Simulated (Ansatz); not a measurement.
**NiGe3: a changed input and its effect**

System: NiGe3 (4 atoms in the cell).
Method of run A: DFT PBEsol, scalar-relativistic, plane waves, PAW, spin-polarised (Ansatz 0.2.0).

The structure was built on a prototype by a generator; it need not be a known phase. Text and figures count atoms from 1; the logs count them from 0 in places.

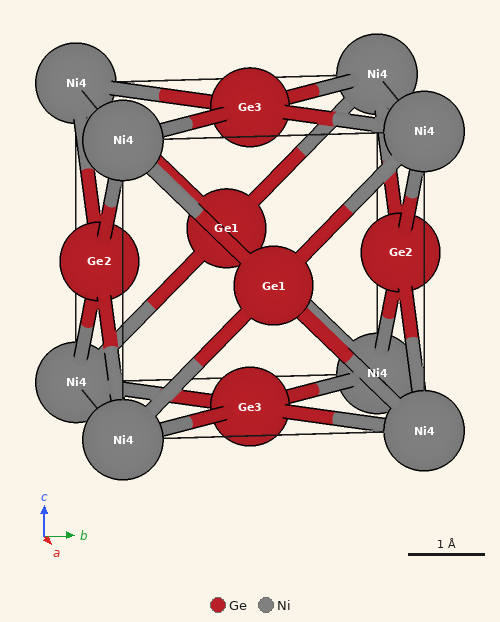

Fig. 1: The structure as given in the input (ball-and-stick view of the cell of the calculation, seen at an oblique angle; atoms are numbered from 1 in the order of the input). An atom can appear more than once, as a periodic image.

**Input file, run A**
```yaml
crystal:
  lattice:
    - [4.0412256862, 0.0, 0.0]
    - [0.0, 4.0412256862, 0.0]
    - [0.0, 0.0, 4.0412256862]
  atoms:
    - { symbol: Ge, position: [0.0, 0.5, 0.5] }
    - { symbol: Ge, position: [0.5, 0.0, 0.5] }
    - { symbol: Ge, position: [0.5, 0.5, 0.0] }
    - { symbol: Ni, position: [0.0, 0.0, 0.0], spin: 2.5 }
basis:
  ecutwfc: 420
kpoints:
  mp_grid: { grid: [10, 10, 10] }
hamiltonian:
  xc: pbesol
scf:
  occupations: { method: gaussian, width: 0.1 }
  lower_state_search: "off"
output:
  forces: true
  stress: true
  eigenvalues: true
  populations: true
magnetization:
  spin_polarized: true
```

Command:
```bash
ansatz run input.yaml --threads 1 --pin off --max-ram 2560MiB --backend cpu --events-out ev --progress --plain --runs-dir out
```

Hardware: 1 thread of Intel Xeon @ 2.50GHz (Skylake/Cascade Lake), 189 GiB of memory available, shared host.

**Output, shortened to warnings, some set-up lines, iterations and results (run A)**
```
WARN: the starting moments were not kept: the SCF closed with an absolute magnetisation of 6.6e-6 μB, where they sum to 2.5 μB in size (1 site). That is at most 0.1 of that sum. Measured as dr2_m measures the in/out step, that magnetisation stands 3.3e-11 eV from none, at or under the dr2_threshold of 1.0e-7 eV: it is no larger than a step whose dr2_m would equal this threshold. The system may …
Basis set: ecut = 420 eV, 1309 PW (Γ), exchange–correlation on 60×60×60 points (8 copies of the dense FFT grid, shifted against one another)
Symmetry: 48 space group operations
k-points: 56 of 1000
Initial density: superposition of atomic densities (chi_scale 0.1, normalization cell)
[...]
SCF iter   1: F=—  HF=-18565.126214 eV  |F-HF|=—  |Δ(HF+E_count)|=         —  Δρ=1.94e-1 (↑4.72e-2 ↓1.94e-1)  dr2=1.37e1  dr2_m=8.60e0  M=0.268 μB ∫|m|=0.367 μB  β_m=0.30  …
SCF iter   2: F=—  HF=-18564.496641 eV  |F-HF|=—  |Δ(HF+E_count)|=   6.30e-1  Δρ=8.88e-2 (↑8.88e-2 ↓2.52e-2)  dr2=1.67e0  dr2_m=1.78e0  M=0.695 μB ∫|m|=0.898 μB  β_m=0.30  …
SCF iter   3: F=—  HF=-18564.429358 eV  |F-HF|=—  |Δ(HF+E_count)|=   6.73e-2  Δρ=8.38e-2 (↑4.07e-2 ↓8.38e-2)  dr2=1.97e0  dr2_m=2.31e0  M=0.360 μB ∫|m|=0.484 μB  β_m=0.30  …
SCF iter   4: F=—  HF=-18566.181307 eV  |F-HF|=—  |Δ(HF+E_count)|=    1.75e0  Δρ=1.59e-1 (↑1.10e-1 ↓1.59e-1)  dr2=4.33e1  dr2_m=3.85e-1  M=1.578 μB ∫|m|=1.708 μB  β_m=1.00  …
SCF iter   5: F=—  HF=-18564.221367 eV  |F-HF|=—  |Δ(HF+E_count)|=    1.96e0  Δρ=8.84e-2 (↑4.71e-2 ↓8.84e-2)  dr2=1.17e0  dr2_m=2.77e0  M=0.388 μB ∫|m|=0.524 μB  β_m=0.30  …
[... 10 lines ...]
SCF iter  16: F=—  HF=-18564.470434 eV  |F-HF|=—  |Δ(HF+E_count)|=   2.54e-6  Δρ=1.07e-4 (↑8.48e-5 ↓1.07e-4)  dr2=2.06e-5  dr2_m=3.12e-7  M=0.001 μB ∫|m|=0.001 μB  β_m=0.77  …
SCF iter  17: F=—  HF=-18564.470434 eV  |F-HF|=—  |Δ(HF+E_count)|=   7.71e-7  Δρ=2.56e-5 (↑2.56e-5 ↓8.05e-6)  dr2=5.44e-7  dr2_m=6.21e-8  M=0.000 μB ∫|m|=0.000 μB  β_m=0.89  …
SCF iter  18: F=-18564.470434 eV  HF=-18564.470434 eV  |F-HF|=2.11e-9  |Δ(HF+E_count)|=   3.30e-9  Δρ=1.56e-6 (↑1.56e-6 ↓1.45e-6)  dr2=3.96e-9  dr2_m=3.18e-10  M=0.000 μB …
SCF iter  19: F=-18564.470434 eV  HF=-18564.470434 eV  |F-HF|=6.48e-10  |Δ(HF+E_count)|=  6.00e-10  Δρ=7.24e-7 (↑7.24e-7 ↓3.12e-7)  dr2=7.71e-10  dr2_m=2.99e-11  M=0.000 μB …
SCF 1 converged in 19 iterations: F = -18564.470434 eV  dr2 = 7.71e-10
SCF converged after 19 iterations
Magnetization: 0.0000 μB (30.0000 up, 30.0000 down)
Absolute magnetization: 0.0000 μB (∫|ρ↑−ρ↓|, with the PAW one-centre terms)
Spin contamination: 0.0000 ħ² per cell (⟨S²⟩ above its minimum at these occupations)
Per-site moments (μB) at R_I (Å): [(5.474045122278523e-7, 1.1787509608946274), (5.47404512762998e-7, 1.1787509608946274), (5.474045128254402e-7, 1.1787509608946274), (-2.8250217490398657e-6, 1.1787509608946274)]
Free energy (F): -18564.470434 eV
Harris-Foulkes:  -18564.470434 eV  (|F-HF|=6.48e-10)
Internal energy: -18564.455482 eV  (E = F + TS)
E sigma→0 (E₀):  -18564.462958 eV
Entropy (-TS):   -0.014952 eV (-3.738 meV/atom)
Fermi energy:    12.496947 eV
--- Per-component energies (eV) ---
  E_band       = -657.477212
  E_kinetic    = 616.184814
  E_local      = -10275.832446  (includes V_loc(G=0)·N_el)
  E_nonlocal   = 1898.101222
  E_hartree    = 4433.917162
  E_xc         = -308.537804
  E_vxc        = -302.008099  (∫ρ·V_xc dr)
  E_paw        = -7531.509567  (= ΣΔE_a)
  E_vpaw       = -1461.756143  (= ΣTr[D̂ρ^β])
  E_aug_tail   = 0.000955  (compensation charges beyond the density's cutoff)
  E_ewald      = -7399.730914
  E_core_change = 2.951098  (= ΣΔE_core)
  E_smearing   = -0.014952  (= −TS)
  E_closure    = -0.000000  (closes the sum)
  Σ components = -18564.470434   (vs F -18564.470434, Δ=0.00e0)
--- Forces (eV/Å), atoms counted from 1 ---
  atom   1  Ge     0.00000000    -0.00000000     0.00000000
  atom   2  Ge     0.00000000    -0.00000000     0.00000000
  atom   3  Ge     0.00000000     0.00000000     0.00000000
  atom   4  Ni    -0.00000000     0.00000000     0.00000000
  max |Σ_I F_I| component: 1.13e-28 eV/Å
--- Stress (GPa, compression-positive) ---
       -4.921346       0.000000       0.000000
        0.000000      -4.921346       0.000000
        0.000000       0.000000      -4.921346
  P = ⅓ Tr σ = -4.9213 GPa (-49.213 kbar)
--- Löwdin populations: 4 sites ---
  site symbol       q [e]    m [muB]
     0     Ge     14.0869     0.0000
     1     Ge     14.0869     0.0000
     2     Ge     14.0869     0.0000
     3     Ni     17.4962    -0.0000
  spilling = 0.004052 (of n_electrons = 60.000000)
```

For run B the input was changed thus:
```diff
-    - [4.0412256862, 0.0, 0.0]
-    - [0.0, 4.0412256862, 0.0]
-    - [0.0, 0.0, 4.0412256862]
+    - [3.9634904518, 0.0, 0.0]
+    - [0.0, 3.9634904518, 0.0]
+    - [0.0, 0.0, 3.9634904518]
```

How does run B compare with run A?

With the same functional and potentials, run B lies 15.2 meV per atom lower. The pressure goes from −4.92 to 0.00 GPa. The volume per atom goes from 16.50 to 15.57 Å³. The cell is scaled evenly with the atoms at fixed fractional positions, so −ΔP/Δ ln V estimates the bulk modulus midway between the two volumes: about 84 GPa. The number of SCF iterations is the same. The plane waves at Γ go from 1309 to 1213.

**Output, shortened to warnings, some set-up lines, iterations and results (run B)**
```
WARN: the starting moments were not kept: the SCF closed with an absolute magnetisation of 1.3e-6 μB, where they sum to 2.5 μB in size (1 site). That is at most 0.1 of that sum. Measured as dr2_m measures the in/out step, that magnetisation stands 3.9e-13 eV from none, at or under the dr2_threshold of 1.0e-7 eV: it is no larger than a step whose dr2_m would equal this threshold. The system may …
Basis set: ecut = 420 eV, 1213 PW (Γ), exchange–correlation on 54×54×54 points (8 copies of the dense FFT grid, shifted against one another)
Symmetry: 48 space group operations
k-points: 56 of 1000
Initial density: superposition of atomic densities (chi_scale 0.1, normalization cell)
[...]
SCF iter   1: F=—  HF=-18565.051048 eV  |F-HF|=—  |Δ(HF+E_count)|=         —  Δρ=1.96e-1 (↑5.14e-2 ↓1.96e-1)  dr2=1.26e1  dr2_m=8.53e0  M=0.240 μB ∫|m|=0.392 μB  β_m=0.30  …
SCF iter   2: F=—  HF=-18564.488333 eV  |F-HF|=—  |Δ(HF+E_count)|=   5.63e-1  Δρ=9.07e-2 (↑9.07e-2 ↓3.47e-2)  dr2=1.17e0  dr2_m=2.10e0  M=0.629 μB ∫|m|=0.813 μB  β_m=0.30  …
SCF iter   3: F=—  HF=-18564.459176 eV  |F-HF|=—  |Δ(HF+E_count)|=   2.92e-2  Δρ=8.34e-2 (↑4.41e-2 ↓8.34e-2)  dr2=1.66e0  dr2_m=2.28e0  M=0.332 μB ∫|m|=0.473 μB  β_m=0.30  …
SCF iter   4: F=—  HF=-18565.341068 eV  |F-HF|=—  |Δ(HF+E_count)|=   8.82e-1  Δρ=9.95e-2 (↑9.95e-2 ↓9.39e-2)  dr2=2.04e1  dr2_m=1.60e-2  M=0.992 μB ∫|m|=1.177 μB  β_m=1.00  …
SCF iter   5: F=—  HF=-18564.401100 eV  |F-HF|=—  |Δ(HF+E_count)|=   9.40e-1  Δρ=5.78e-2 (↑2.85e-2 ↓5.78e-2)  dr2=5.60e-1  dr2_m=1.06e0  M=0.321 μB ∫|m|=0.471 μB  β_m=0.30  …
[... 10 lines ...]
SCF iter  16: F=—  HF=-18564.531353 eV  |F-HF|=—  |Δ(HF+E_count)|=   1.75e-6  Δρ=1.90e-5 (↑1.90e-5 ↓6.70e-6)  dr2=1.37e-7  dr2_m=7.86e-8  M=0.000 μB ∫|m|=0.000 μB  β_m=0.81  …
SCF iter  17: F=-18564.531353 eV  HF=-18564.531353 eV  |F-HF|=2.55e-8  |Δ(HF+E_count)|=   9.71e-9  Δρ=4.03e-6 (↑4.03e-6 ↓3.25e-6)  dr2=2.99e-8  dr2_m=1.68e-10  M=0.000 μB …
SCF iter  18: F=-18564.531353 eV  HF=-18564.531353 eV  |F-HF|=1.96e-10  |Δ(HF+E_count)|=   3.58e-9  Δρ=7.32e-7 (↑7.32e-7 ↓5.83e-7)  dr2=4.25e-10  dr2_m=1.97e-10  M=0.000 μB …
SCF iter  19: F=-18564.531353 eV  HF=-18564.531353 eV  |F-HF|=1.27e-10  |Δ(HF+E_count)|=  4.00e-11  Δρ=2.62e-7 (↑2.46e-7 ↓2.62e-7)  dr2=1.55e-10  dr2_m=6.88e-13  M=-0.000 μB …
SCF 1 converged in 19 iterations: F = -18564.531353 eV  dr2 = 1.55e-10
SCF converged after 19 iterations
Magnetization: -0.0000 μB (30.0000 up, 30.0000 down)
Absolute magnetization: 0.0000 μB (∫|ρ↑−ρ↓|, with the PAW one-centre terms)
Spin contamination: 0.0000 ħ² per cell (⟨S²⟩ above its minimum at these occupations)
Per-site moments (μB) at R_I (Å): [(-6.9265149357186e-8, 1.1560770274498142), (-6.926514916867075e-8, 1.1560770274498142), (-6.926514969891252e-8, 1.1560770274498142), (-2.032060810716644e-8, 1.1560770274498142)]
Free energy (F): -18564.531353 eV
Harris-Foulkes:  -18564.531353 eV  (|F-HF|=1.27e-10)
Internal energy: -18564.520070 eV  (E = F + TS)
E sigma→0 (E₀):  -18564.525711 eV
Entropy (-TS):   -0.011283 eV (-2.821 meV/atom)
Fermi energy:    13.529307 eV
--- Per-component energies (eV) ---
  E_band       = -602.993869
  E_kinetic    = 619.862352
  E_local      = -10043.320239  (includes V_loc(G=0)·N_el)
  E_nonlocal   = 1898.980523
  E_hartree    = 4344.397924
  E_xc         = -310.426610
  E_vxc        = -304.528986  (∫ρ·V_xc dr)
  E_paw        = -7532.106201  (= ΣΔE_a)
  E_vpaw       = -1462.785785  (= ΣTr[D̂ρ^β])
  E_aug_tail   = 0.001606  (compensation charges beyond the density's cutoff)
  E_ewald      = -7544.860523
  E_core_change = 2.951098  (= ΣΔE_core)
  E_smearing   = -0.011283  (= −TS)
  E_closure    = -0.000000  (closes the sum)
  Σ components = -18564.531353   (vs F -18564.531353, Δ=0.00e0)
--- Forces (eV/Å), atoms counted from 1 ---
  atom   1  Ge     0.00000000     0.00000000     0.00000000
  atom   2  Ge    -0.00000000    -0.00000000     0.00000000
  atom   3  Ge    -0.00000000    -0.00000000     0.00000000
  atom   4  Ni    -0.00000000     0.00000000    -0.00000000
  max |Σ_I F_I| component: 1.95e-29 eV/Å
--- Stress (GPa, compression-positive) ---
       -0.000543       0.000000       0.000000
       -0.000000      -0.000543       0.000000
        0.000000       0.000000      -0.000543
  P = ⅓ Tr σ = -0.0005 GPa (-0.005 kbar)
--- Löwdin populations: 4 sites ---
  site symbol       q [e]    m [muB]
     0     Ge     14.0815    -0.0000
     1     Ge     14.0815    -0.0000
     2     Ge     14.0815    -0.0000
     3     Ni     17.5004     0.0000
  spilling = 0.004252 (of n_electrons = 60.000000)
```

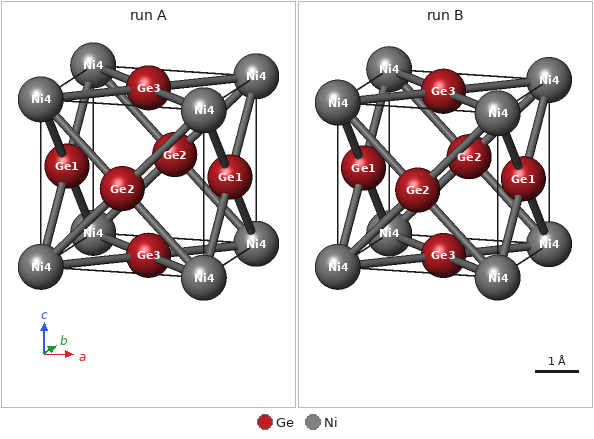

Fig. 2: The two input geometries at one scale (ball-and-stick view of the cell of the calculation, seen slightly off an axis). The atoms keep their places relative to the cell (all moves are under 0.005 Å). The volume changes by −5.7 %, with a = b = c 4.041 → 3.963 Å (−1.9 %). Among the contacts that change: Ge1–Ni4 2.858 → 2.803 Å.

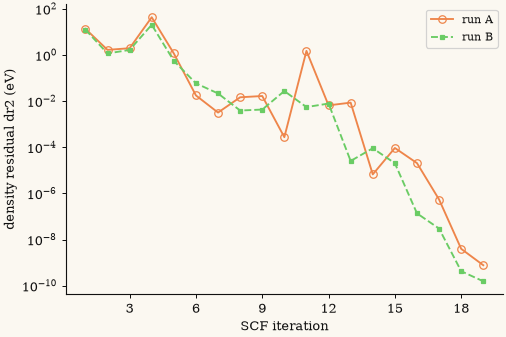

Fig. 3: Convergence of the two runs: density residual dr2 against the SCF iteration. Run A takes 19 iterations in all, and run B takes 19.

**The two runs side by side**

| quantity | run A | run B |
| --- | --- | --- |
| outcome | converged | converged |
| free energy per atom (eV) | −4641.1176 | −4641.1328 |
| energy per atom, smearing taken to zero (eV) | −4641.1157 | −4641.1314 |
| gap on the mesh (eV) | 0.00 | 0.00 |
| net moment of the cell (μB) | 0.00 | 0.00 |
| absolute moment of the cell (μB) | 0.00 | 0.00 |
| pressure (GPa) | −4.92 | 0.00 |
| volume per atom (Å³) | 16.50 | 15.57 |
| largest force (eV/Å) | 0.000 | 0.000 |
| SCF iterations | 19 | 19 |
| irreducible k-points | 56 | 56 |
| plane waves at Γ | 1309 | 1213 |
| wall time (shared host) | 63 s | 50 s |

For both runs: Warnings: some starting moments were not kept.
